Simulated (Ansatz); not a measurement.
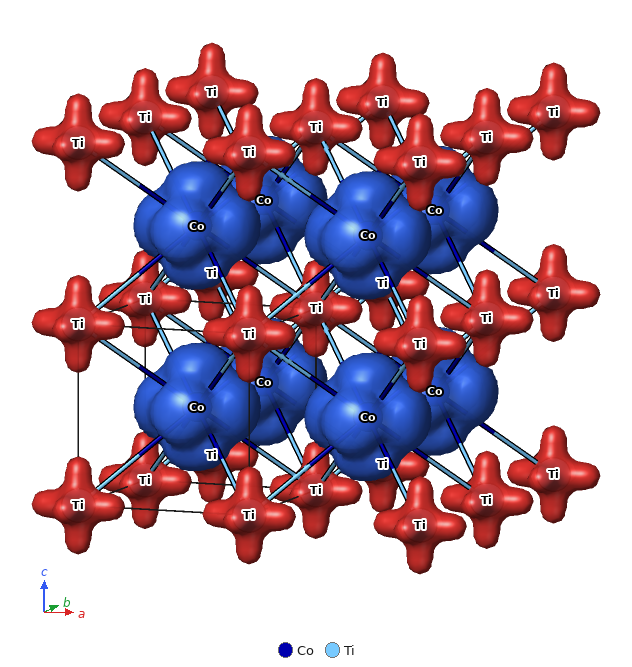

*TiCo. Isosurfaces of the magnetisation density (up minus down) at +0.03 (blue) and −0.03 e/Å³ (red), seen slightly off an axis. Sticks mark near contacts.*

Space group Pm-3m; a structure from a database of computed crystals, not necessarily the ambient phase; spin-polarised.

Method: Ansatz 0.2.0, Kohn-Sham DFT of a periodic cell, PBE, Ansatz PAW.

In a PAW calculation such maps are meaningful between the atoms, not at the nuclei.

Question: Where is the spin, and how is it ordered?

Answer: The spin density sits on Co: +1.0 μB in one cell of 2 atoms, with smaller moments on other sites: Ti (up to −0.08 μB): parallel main moments, as they must be, since the calculation's own cell holds one magnetic site. The cell of the calculation (2 atoms) carries 0.8 μB of net spin moment.
